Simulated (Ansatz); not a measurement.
The calculation's input:

```
crystal:
  lattice:
    - [4.4184008618, 0.0, 0.0]
    - [0.0, 4.4184008618, 0.0]
    - [0.0, 0.0, 3.6831789584]
  atoms:
    - { symbol: Al, position: [0.5, 0.5, 0.0] }
    - { symbol: Al, position: [0.5, 0.0, 0.5] }
    - { symbol: Al, position: [0.0, 0.5, 0.5] }
    - { symbol: Ga, position: [0.0, 0.0, 0.0] }
    - { symbol: "N", position: [0.7447140287, 0.7447140287, 0.2552859713] }
    - { symbol: "N", position: [0.7447140287, 0.2552859713, 0.7447140287] }
    - { symbol: "N", position: [0.2552859713, 0.7447140287, 0.7447140287] }
    - { symbol: "N", position: [0.2552859713, 0.2552859713, 0.2552859713] }
basis:
  ecutwfc: 520.0
kpoints:
  mp_grid: { grid: [6, 6, 6] }
hamiltonian:
  xc: pbesol
scf:
  occupations: { method: gaussian, width: 0.05 }
output:
  forces: true
  stress: true
  eigenvalues: true
  write_density: true
  write_potential: true
  elf: true
  volumetric_format: npy
```

Command:

```sh
ansatz run input.yaml --threads 2 --pin off --max-ram 4096MiB --backend cpu --events-out ev --progress --plain --runs-dir out
```

Below, planes, directions and counts refer to the conventional cell (a = 4.42 Å, b = 4.42 Å, c = 3.68 Å, α = 90.00°, β = 90.00°, γ = 90.00°).

Space group P-42m; a structure from a database of computed crystals, not necessarily the ambient phase; computed pressure about 44 GPa in this cell.

Theory: DFT PBEsol, scalar-relativistic, plane waves, PAW in Ansatz.

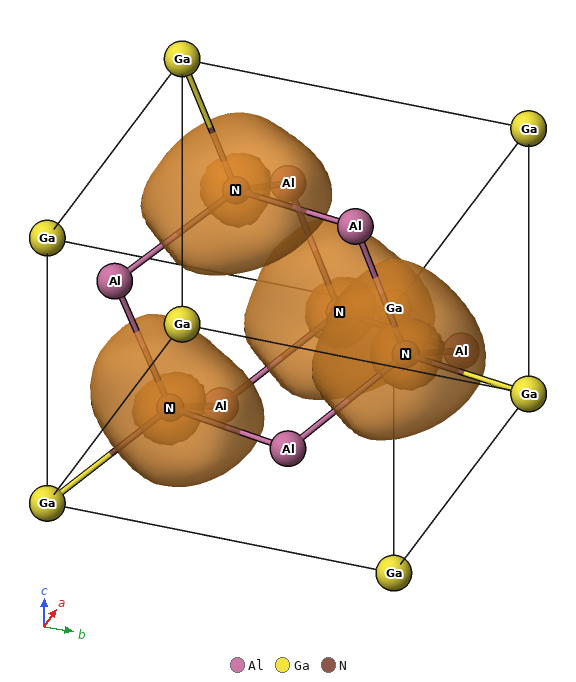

Al$_{3}$GaN$_{4}$. Isosurface of the electron localisation function at 0.65 (orange), seen at an oblique angle. Only the valence region is drawn (cores and ρ < 0.01 e/Å³ removed). Sticks mark near contacts.

Core electrons are frozen (PAW), and the valence fields are smoothed inside the atomic spheres.

Q: Describe the localisation domains.

A: At this value the surface marks out four regions on N in which the atom's valence shell and bonds are merged, counted in one cell of 8 atoms. Regions shared between cells count once. Along the contacts the grid gives the following. Al–N (1.80 Å): the ELF peaks at about 0.90 between the atoms: a polar covalent bond. Ga–N (1.85 Å): the ELF peaks at about 0.80 in the valence shell of N, 0.6 Å from its nucleus, and is about 0.45 at the midpoint.

Q: Does the calculation make it a metal, or give it a gap?

A: It is gapped, with a Kohn–Sham gap of 2.6 eV on the k-point mesh, an upper bound to the gap of this method.
